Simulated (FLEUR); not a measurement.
System: Ta (space group Fm-3m).

Method: all-electron LAPW DFT, no spin polarisation; energies at scaled volumes of the given cell, shape and fractions fixed, counted from the fit's minimum, third-order Birch-Murnaghan fit (FLEUR MaX-R8.1 (later development tree)). All runs: no spin polarisation.

k mesh 11×11×11; occupations Fermi–Dirac; smearing width 0.05 eV; potentials all electron.

What does the calculation give for the energy against volume, with one curve for each functional? The cases: SCAN; LDA.

The fitted equilibrium volumes, smallest first, are LDA 17.747, SCAN 18.202 Å³/atom. The fitted bulk moduli, smallest first, are SCAN 197.3, LDA 205.6 GPa.

SCAN:
```tsv
volume (Å³/atom)	energy (meV/atom)
17.66	10.36
18.04	0.98
18.79	11.03
19.54	54.51
19.92	86.84
```

LDA:
```tsv
volume (Å³/atom)	energy (meV/atom)
17.66	0
18.04	3
18.79	36
19.54	100
19.92	143
```

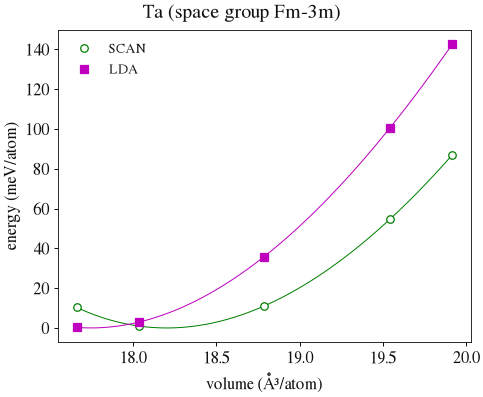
